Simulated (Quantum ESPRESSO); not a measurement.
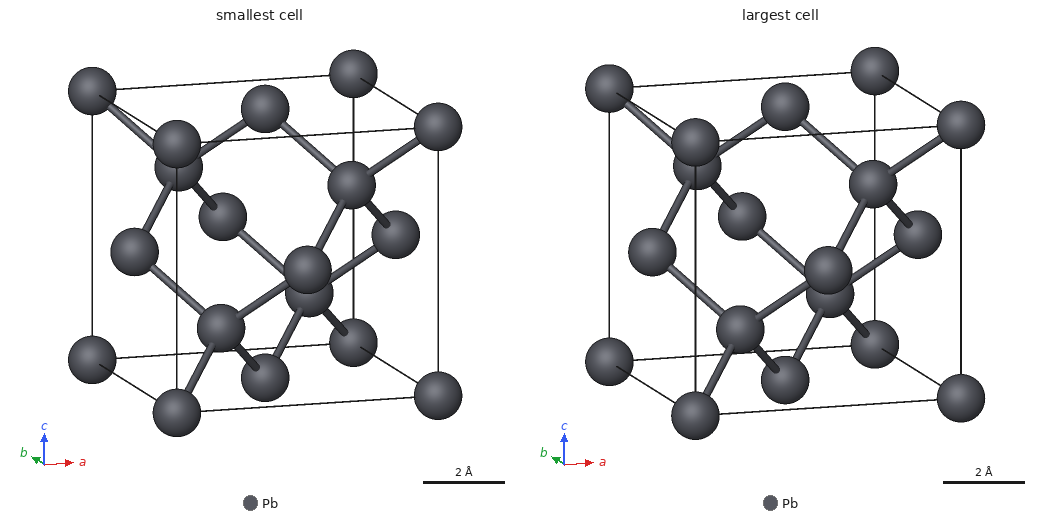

Pb, diamond, space group Fd-3m (No. 227), relaxed (cell and atoms, zero pressure) with five choices of dispersion term on top of PBEsol; the smallest and the largest of the relaxed conventional cells are drawn to one scale (sticks follow a distance rule). The start was a structure listed in the Materials Project. This isn't the form of Pb at room conditions, which is fcc.

Alike in all runs: Quantum ESPRESSO 7.5; functional PBEsol; potentials GBRV 1.5 PBEsol; cutoff 612 eV; k mesh 7 × 7 × 7 on the run's cell of 2 atoms; occupations fermi-dirac, width 0.05 eV; no spin polarisation; no spin-orbit coupling. All runs are metallic.

| level | volume (Å³/atom) | a (Å) |
| --- | --- | --- |
| none | 41.04 | 6.899 |
| D3 | 40.13 | 6.847 |
| rVV10 | 39.06 | 6.786 |
| D3(BJ) | 39.54 | 6.813 |
| D4 | ? | ? |

Fill in the row of D4.

Volume 40.15 Å³/atom; a 6.848 Å. That is between D3 and none in volume.

Order the levels by the relaxed volume, smallest first.

rVV10 (39.06 Å³/atom), D3(BJ) (39.54 Å³/atom), D3 (40.13 Å³/atom), D4 (40.15 Å³/atom), none (41.04 Å³/atom). Rows within a few tenths of a per cent can't be told apart.

Caveat: pairwise dispersion terms can overbind metals strongly; spin-orbit coupling is left out, which matters for Pb, in volumes and forces too.
